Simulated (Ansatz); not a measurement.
**Zn: 5 runs along one coordinate**

System: Zn (Im-3m, 1 atom in the cell).
Method: Kohn-Sham DFT of a periodic cell, LDA, Ansatz PAW, no spin polarisation (Ansatz 0.2.0).

The 5 runs differ only in the geometry, by an even scaling of the cell at fixed fractional positions. The structure derives from a Materials Project entry.

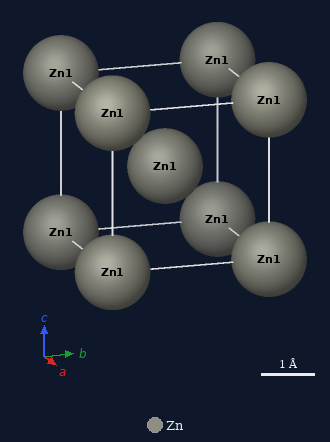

Figure 1. The structure of run 3 (spheres-only view of the cell 2 times as large as that of the calculation, set on its symmetry axes, seen slightly off an axis; atoms are numbered from 1 in the order of the input).

**Input of run 3**
```yaml
crystal:
  lattice:
    - [-1.558506233, 1.558506233, 1.558506233]
    - [1.558506233, -1.558506233, 1.558506233]
    - [1.558506233, 1.558506233, -1.558506233]
  atoms:
    - { symbol: Zn, position: [0.0, 0.0, 0.0] }
hamiltonian:
  xc: lda
  pseudopotentials: { kind: paw }
kpoints:
  mp_grid: { grid: [12, 12, 12] }
scf:
  occupations: { method: fermi_dirac, width: 0.05 }
output:
  forces: true
  stress: true
  eigenvalues: true
```

Command:
```bash
ansatz run input.yaml --threads 2 --pin off --max-ram 5632MiB --backend cpu --events-out ev --progress --plain --runs-dir out
```

Lattice vectors (Å) and fractional positions of run 3:
```
  -1.558506    1.558506    1.558506
   1.558506   -1.558506    1.558506
   1.558506    1.558506   -1.558506
Zn  0.000000  0.000000  0.000000
```

Run 2 differs from it as follows:
```diff
-    - [-1.558506233, 1.558506233, 1.558506233]
-    - [1.558506233, -1.558506233, 1.558506233]
-    - [1.558506233, 1.558506233, -1.558506233]
+    - [-1.5478311978, 1.5478311978, 1.5478311978]
+    - [1.5478311978, -1.5478311978, 1.5478311978]
+    - [1.5478311978, 1.5478311978, -1.5478311978]
```

**Results, with one run withheld**

| run | volume per atom (Å³) | free energy per atom, from the lowest run given (meV) | pressure (GPa) |
| --- | --- | --- | --- |
| 1 | 14.524 | 0.00 | −4.96 |
| 2 | 14.833 | ? | ? |
| 3 | 15.142 | 23.86 | −7.31 |
| 4 | 15.451 | 38.92 | −8.27 |
| 5 | 16.378 | 93.35 | −10.36 |

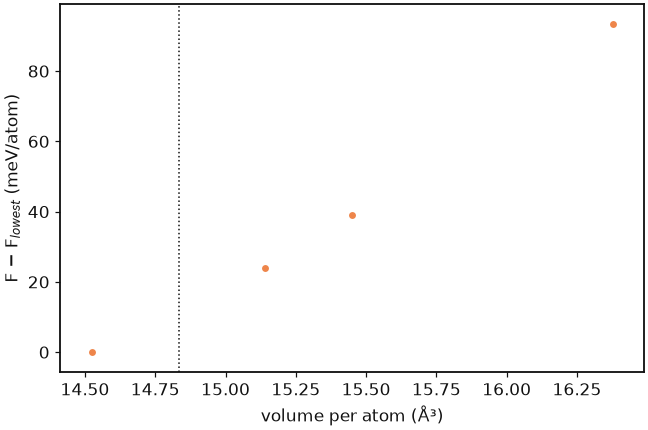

Figure 2. Free energy per atom of the runs given; the dotted line marks run 2.

What should run 2 give?

A quadratic polynomial in V^(−2/3) (the Birch–Murnaghan form), fitted to the 4 runs given, misses them by at most 0.05 meV per atom. With x = V^(−2/3) − 0.16191 Å⁻², it reads F = 33.751 − 7032.7 x + 2.4306e+05 x² (meV per atom). At run 2 it gives 10.87 meV per atom, and the run itself gives 10.80. The slope of the fit gives a pressure −dF/dV of −6.22 GPa there, and the run prints −6.21 GPa. The fit has no minimum inside this range.

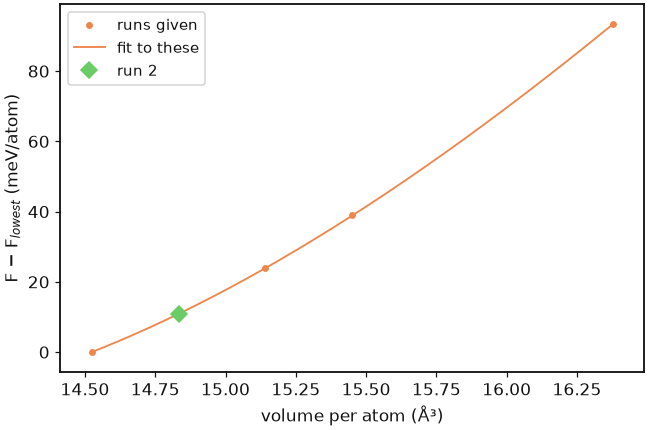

Figure 3. The fit and the withheld run.

**Output, shortened to warnings, some set-up lines, iterations and results (run 2)**
```
Basis set: ecut = 420 eV, 321 PW (Γ)
Symmetry: 48 space group operations
k-points: 72 of 1728
Initial density: superposition of atomic densities (neutral atoms: chi_scale 0, normalization atom), corrected by the library's trained network
[...]
SCF iter   1: F=—  HF=-3246.125405 eV  |F-HF|=—  |Δ(HF+E_count)|=         —  Δρ=4.30e-3  dr2=1.05e-3  ethr=1.77e-3  ⟨swp⟩=5.1  Hψ=4706  notcnv=0
SCF iter   2: F=—  HF=-3246.125197 eV  |F-HF|=—  |Δ(HF+E_count)|=   2.09e-4  Δρ=1.58e-3  dr2=2.26e-4  ethr=8.78e-6  ⟨swp⟩=2.3  Hψ=1738  notcnv=0  defer=1
SCF iter   3: F=—  HF=-3246.125209 eV  |F-HF|=—  |Δ(HF+E_count)|=   1.25e-5  Δρ=1.26e-3  dr2=8.58e-5  ethr=1.88e-6  ⟨swp⟩=2.0  Hψ=1058  notcnv=0  defer=1
SCF iter   4: F=—  HF=-3246.125192 eV  |F-HF|=—  |Δ(HF+E_count)|=   1.74e-5  Δρ=1.04e-4  dr2=8.91e-7  ethr=7.15e-7  ⟨swp⟩=2.0  Hψ=1079  notcnv=0  defer=1
SCF iter   5: F=—  HF=-3246.125190 eV  |F-HF|=—  |Δ(HF+E_count)|=   1.23e-6  Δρ=3.78e-5  dr2=1.23e-7  ethr=7.43e-9  ⟨swp⟩=2.1  Hψ=1155  notcnv=0  defer=1
SCF iter   6: F=-3246.125190 eV  HF=-3246.125190 eV  |F-HF|=5.41e-9  |Δ(HF+E_count)|=   2.38e-8  Δρ=8.95e-6  dr2=6.75e-9  ethr=8.33e-10  ⟨swp⟩=4.6  Hψ=2714  notcnv=0
SCF 1 converged in 6 iterations: F = -3246.125190 eV  dr2 = 6.75e-9
SCF converged after 6 iterations
Free energy (F): -3246.125190 eV
Harris-Foulkes:  -3246.125190 eV  (|F-HF|=5.41e-9)
Internal energy: -3246.121463 eV  (E = F + TS)
E sigma→0 (E₀):  -3246.123327 eV
Entropy (-TS):   -0.003727 eV (-3.727 meV/atom)
Fermi energy:    11.082623 eV
--- Per-component energies (eV) ---
  E_band       = 47.684058
  E_kinetic    = 131.676842
  E_local      = -1519.200911  (includes V_loc(G=0)·N_el)
  E_nonlocal   = 613.604240
  E_hartree    = 634.562800
  E_xc         = -136.064477
  E_vxc        = -54.159259  (∫ρ·V_xc dr)
  E_paw        = -1753.433791  (= ΣΔE_a)
  E_vpaw       = -393.366291  (= ΣTr[D̂ρ^β])
  E_aug_tail   = -0.000366  (compensation charges beyond the density's cutoff)
  E_ewald      = -1218.822942
  E_core_change = 1.557141  (= ΣΔE_core)
  E_smearing   = -0.003727  (= −TS)
  E_closure    = -0.000000  (closes the sum)
  Σ components = -3246.125190   (vs F -3246.125190, Δ=0.00e0)
--- Forces (eV/Å), atoms counted from 1 ---
  atom   1  Zn     0.00000000    -0.00000000     0.00000000
  max |Σ_I F_I| component: 2.37e-30 eV/Å
--- Stress (GPa, compression-positive) ---
       -6.211567      -0.000000       0.000000
       -0.000000      -6.211567      -0.000000
       -0.000000       0.000000      -6.211567
  P = ⅓ Tr σ = -6.2116 GPa (-62.116 kbar)
```
